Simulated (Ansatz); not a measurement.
Input

```
crystal:
  lattice:
    - [-5.7279123196, 5.7279123196, -5.7279123196]
    - [-5.7279123196, -5.7279123196, 5.7279123196]
    - [5.7279123196, 5.7279123196, 5.7279123196]
  atoms:
    - { symbol: Al, position: [0.7507400955, 0.7507400955, 0.5022980406] }
    - { symbol: Al, position: [0.5015579451, 0.0, 0.4992599045] }
    - { symbol: Al, position: [0.4984420549, 0.7477019594, 0.7484420549] }
    - { symbol: Al, position: [0.242600773, 0.242600773, 0.492600773] }
    - { symbol: Al, position: [0.2492599045, 0.0, 0.7515579451] }
    - { symbol: Al, position: [0.2522980406, 0.7507400955, 0.0007400955] }
    - { symbol: Al, position: [0.0, 0.5015579451, 0.4992599045] }
    - { symbol: Al, position: [0.0, 0.2492599045, 0.7515579451] }
    - { symbol: Al, position: [0.0, 0.0, 0.007399227] }
    - { symbol: Al, position: [0.0, 0.757399227, 0.25] }
    - { symbol: Al, position: [0.7477019594, 0.4984420549, 0.7484420549] }
    - { symbol: Al, position: [0.7507400955, 0.2522980406, 0.0007400955] }
    - { symbol: Al, position: [0.757399227, 0.0, 0.25] }
    - { symbol: Al, position: [0.4984420549, 0.4984420549, -0.0022980406] }
    - { symbol: Al, position: [0.5015579451, 0.2492599045, 0.25] }
    - { symbol: Al, position: [0.2492599045, 0.5015579451, 0.25] }
    - { symbol: As, position: [0.0, 0.0, 0.7537404076] }
    - { symbol: As, position: [0.75, 0.25, 0.75] }
    - { symbol: As, position: [0.7472541017, 0.0, -0.0027458983] }
    - { symbol: As, position: [0.4962595924, 0.4962595924, 0.7462595924] }
    - { symbol: As, position: [0.5, 0.25, 0.0] }
    - { symbol: As, position: [0.5037404076, 0.0, 0.25] }
    - { symbol: As, position: [0.25, 0.75, 0.75] }
    - { symbol: As, position: [0.25, 0.5, 0.0] }
    - { symbol: As, position: [0.2527458983, 0.2527458983, 0.25] }
    - { symbol: As, position: [0.2527458983, 0.0, 0.5027458983] }
    - { symbol: As, position: [0.0, 0.7472541017, -0.0027458983] }
    - { symbol: As, position: [0.0, 0.5037404076, 0.25] }
    - { symbol: As, position: [0.0, 0.2527458983, 0.5027458983] }
    - { symbol: As, position: [0.7472541017, 0.7472541017, 0.25] }
    - { symbol: As, position: [0.75, 0.5, 0.5] }
    - { symbol: As, position: [0.5, 0.75, 0.5] }
    - { symbol: H, position: [0.0, 0.0, 0.25] }
  host:
    lattice:
      - [0.0, 2.8639561598, 2.8639561598]
      - [2.8639561598, 0.0, 2.8639561598]
      - [2.8639561598, 2.8639561598, 0.0]
    atoms:
      - { symbol: Al, position: [0.0, 0.0, 0.0] }
      - { symbol: As, position: [0.75, 0.75, 0.75] }
total_charge: 1
basis:
  ecutwfc: 420
  xc_grid: 2
kpoints:
  mp_grid: { grid: [3, 3, 3], shift: [0.0, 0.0, 0.0] }
hamiltonian:
  xc: pbe
scf:
  occupations: { method: gaussian, width: 0.01 }
output:
  forces: true
  stress: false
  eigenvalues: true
  charged_corrections:
    defect_position: [0.0, 0.0, 0.25]
    epsilon: [[11.5641, 0.0, 0.0], [0.0, 11.5641, 0.0], [0.0, 0.0, 11.5641]]
  write_density: true
  write_potential: true
  elf: true
  volumetric_format: npy
relax:
  adjacent_minimum: "off"
  f_tol: 0.025
  max_steps: 45
```

Run with:

```sh
ansatz run input.yaml --threads 4 --pin off --max-ram 10240MiB --backend cpu --events-out ev --progress --plain --runs-dir out
```

The fields are those of the run's last geometry, not of the input's.

All numbers below come from DFT PBE, scalar-relativistic, plane waves, PAW (Ansatz).

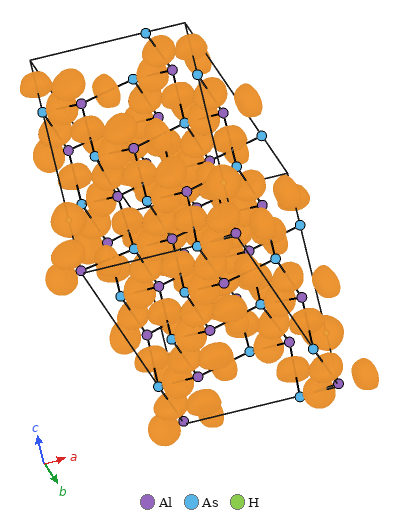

Al16As16H (cell charge +1, with a compensating background) (cell with a defect). Isosurface of the electron localisation function at 0.75 (orange), seen at an oblique angle. Only the valence region is drawn (cores and ρ < 0.01 e/Å³ removed). Sticks mark near contacts.

Identify the bonds, lone pairs and shells in this picture.

Answer. The ELF exceeds this value in 64 regions between bonded Al–As atoms and one region around a hydrogen nucleus, counted in one cell of 33 atoms. Regions shared between cells count once.

Values along the shortest contacts:
Al–H (2.36 Å): the ELF climbs to about 1 towards the hydrogen. Al–As (2.47 Å): the ELF peaks at about 0.90 between the atoms.
